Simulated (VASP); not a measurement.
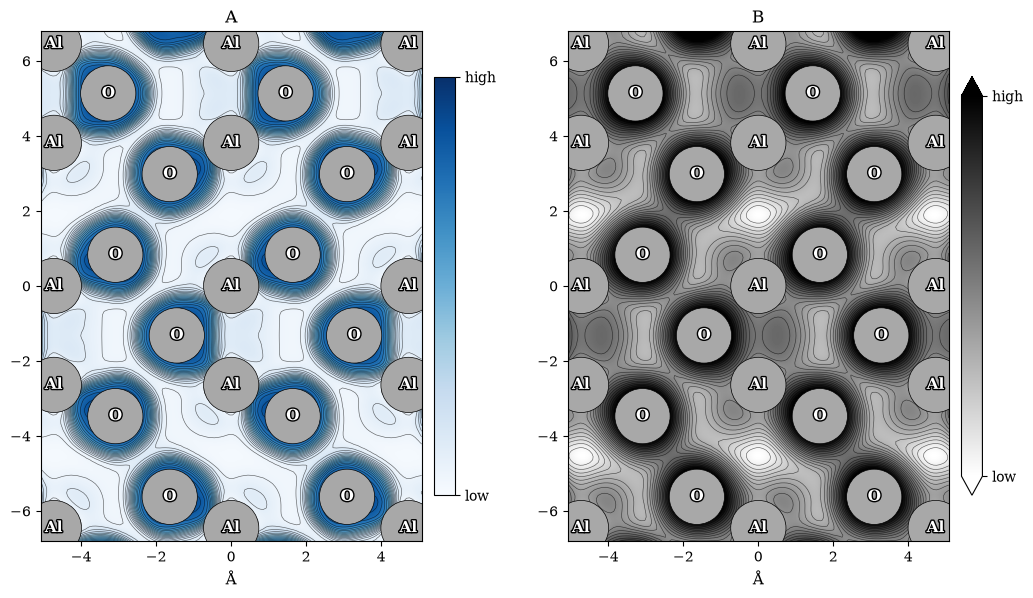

Al$_{2}$O$_{3}$: 2 fields on the (100) plane of the conventional cell, with unlabelled colour scales. Grey discs cover the atomic cores.

Space group R-3c; computed pressure about 5 GPa in this cell.

All numbers below come from VASP, Kohn-Sham DFT of a periodic cell, revPBE with D4, VASP PAW PBE potentials, recommended.

Which field does each panel show? The fields are: electron localisation function and valence pseudo-density.

Answer. Panel A: electron localisation function. Panel B: valence pseudo-density. From the grid: Al–O (1.84 Å): ρ at the midpoint is about 0.66 e/Å³; the ELF peaks at about 0.85 in the valence shell of O, 0.7 Å from its nucleus, and is about 0.80 at the midpoint. Al–O (1.96 Å): the density is about 0.52 e/Å³ at the midpoint; the ELF peaks at about 0.85 in the valence shell of O, 0.7 Å from its nucleus, and is about 0.75 at the midpoint.
